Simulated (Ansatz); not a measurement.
# Mg$_{2}$Si: what the fields show

The calculation's input:

```
crystal:
  lattice:
    - [0.0, 3.0839951789, 3.0839951789]
    - [3.0839951789, 0.0, 3.0839951789]
    - [3.0839951789, 3.0839951789, 0.0]
  atoms:
    - { symbol: Mg, position: [0.25, 0.25, 0.25] }
    - { symbol: Mg, position: [0.75, 0.75, 0.75] }
    - { symbol: Si, position: [0.0, 0.0, 0.0] }
basis:
  ecutwfc: 420
kpoints:
  mp_grid: { grid: [10, 10, 10] }
hamiltonian:
  xc: pbe
scf:
  occupations: { method: gaussian, width: 0.01 }
output:
  forces: true
  stress: true
  eigenvalues: true
  write_density: true
  write_potential: true
  elf: true
  volumetric_format: npy
```

Run with:

```sh
ansatz run input.yaml --threads 1 --pin off --max-ram 2560MiB --backend cpu --events-out ev --progress --plain --runs-dir out
```

Below, planes, directions and counts refer to the conventional cell (a = 6.17 Å, b = 6.17 Å, c = 6.17 Å, α = 90.00°, β = 90.00°, γ = 90.00°).

Space group Fm-3m; changed on purpose from its base cell (volume × 0.91); computed pressure about 6 GPa in this cell.

Computed with Ansatz 0.2.0, DFT PBE, scalar-relativistic, plane waves, PAW.

The density is the valence pseudo-density of a PAW calculation; it isn't the true density close to the nuclei.

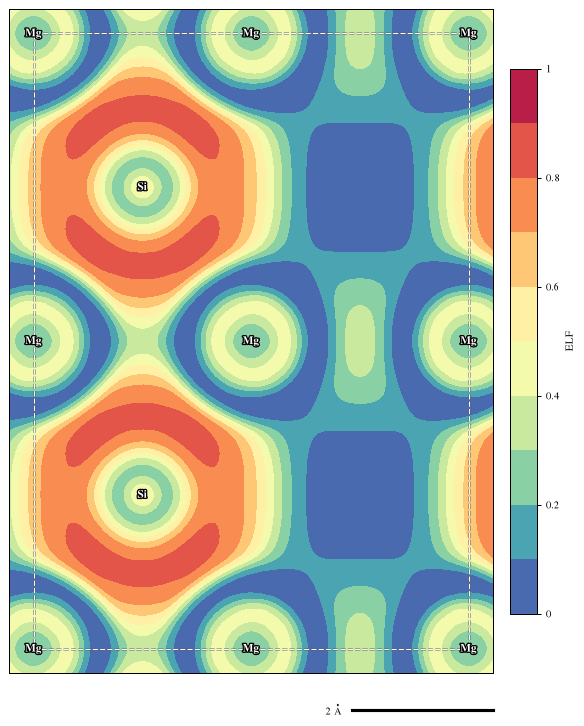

Figure 1. ELF on the (011) plane of the conventional cell.

Question: Describe what can be read from this map.

Answer: Atoms in the plane: Mg and Si. Mg–Si (2.67 Å): the ELF peaks at about 0.85 in the valence shell of Si, 1.1 Å from its nucleus, and is about 0.80 at the midpoint.

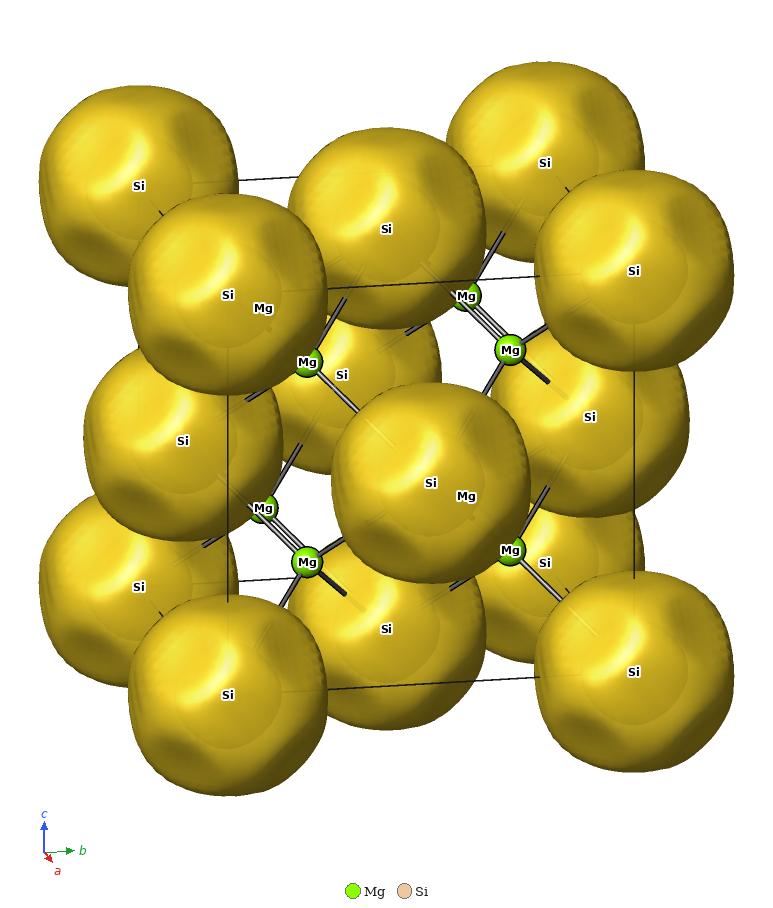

Figure 2. Isosurface of the electron localisation function at 0.7 (yellow), seen slightly off an axis. Core shells and regions of very low density are left out. Sticks mark near contacts.

Question: Identify the bonds, lone pairs and shells in this picture.

Answer: At this value the surface marks out four regions wrapped around Si (the valence shell of each), counted in one cell of 12 atoms. Regions shared between cells count once.
